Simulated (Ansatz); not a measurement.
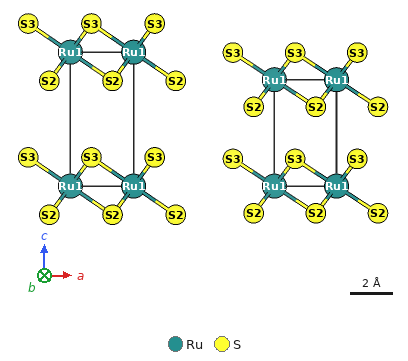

Two geometries of crystalline RuS2 (a generated structure, set up in P-3m1) (coarse preliminary run), drawn at one scale. One is the start of a relaxation, the other its converged end. The picture is a ball-and-stick view of the cell of the calculation, seen along the b axis.

Method: DFT PBE, scalar-relativistic, plane waves, PAW in Ansatz. Set-up: plane-wave cutoff 420 eV; k-point mesh 6 × 6 × 4; occupations gaussian; smearing width 0.1 eV; collinear spin; cell and atoms relaxed; force threshold 0.05 eV/Å; at most 60 steps.

> Which one is relaxed?

The right one is the relaxed one. Case: Zr → Ru on all its sites, cell and atoms relaxed. The largest moves relative to the cell, 0.21 Å, are those of S2 and S3. S2 goes along −c. Ru stays in place. The volume changes by −23.2 %, with a = b 3.498 → 3.439 Å (−1.7 %), c 6.415 → 5.097 Å (−20.5 %). Near-neighbour distances that change, for instance: Ru1–S2 2.443 → 2.374 Å. The space group stays P-3m1 (No. 164). The energy falls by 0.193 eV per cell of the calculation in 7 accepted moves (8 points after the start). Largest force component: 0.72 eV/Å at the start, 0.018 eV/Å at the end. The pressure goes from −6.57 to 0.20 GPa. At 1 point the geometry stayed and the basis and grid were re-selected for the new cell (energy shift of 2.1 meV per cell of the calculation at most each time). Cost: 20 s on 1 thread of Intel(R) Xeon(R) 6975P-C (Granite Rapids) (shared host), peak memory 0.4 GiB.
